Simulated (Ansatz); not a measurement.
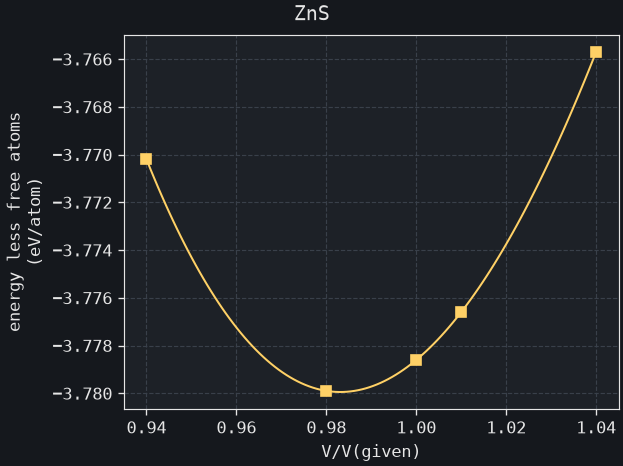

Plotted: energy less free atoms against V/V(given) for ZnS, space group P6_3mc (No. 186).

Starting cell:
```
Zn S
1.0
     3.81100    0.00000    0.00000
    -1.90550    3.30042    0.00000
     0.00000    0.00000    6.23400
Zn S
2 2
Direct
  0.33333 0.66667 0.00000
  0.66667 0.33333 0.50000
  0.33333 0.66667 0.38500
  0.66667 0.33333 0.88500
```

Calculation (Ansatz 0.2.0): periodic Kohn-Sham DFT of a crystal at fixed atoms, scaled to the stated factor times the given cell; pressure positive in compression, energy less spherical unpolarised free atoms. Level: PBEsol.

- method: all-electron LAPW
- relativity: scalar
- k mesh: 8×8×5
- occupations: Fermi–Dirac
- smearing width: 0.03 eV
- basis error target: 1 (meV/atom)
- nucleus: Gaussian

V(given) is 19.60 Å³/atom.

From this curve and the settings, what does the calculation give for the pressure at the same points?

The pressure falls from 3.882 GPa at V/V(given) 0.94 to −3.883 GPa at 1.04, and changes sign near 0.98.

| V/V(given) | pressure (GPa) |
| --- | --- |
| 0.94 | 3.882 |
| 0.98 | 0.253 |
| 1.00 | −1.281 |
| 1.01 | −1.986 |
| 1.04 | −3.883 |

Note: shape and atomic fractions are frozen while scaling, which makes layered, chain and framework solids too stiff.
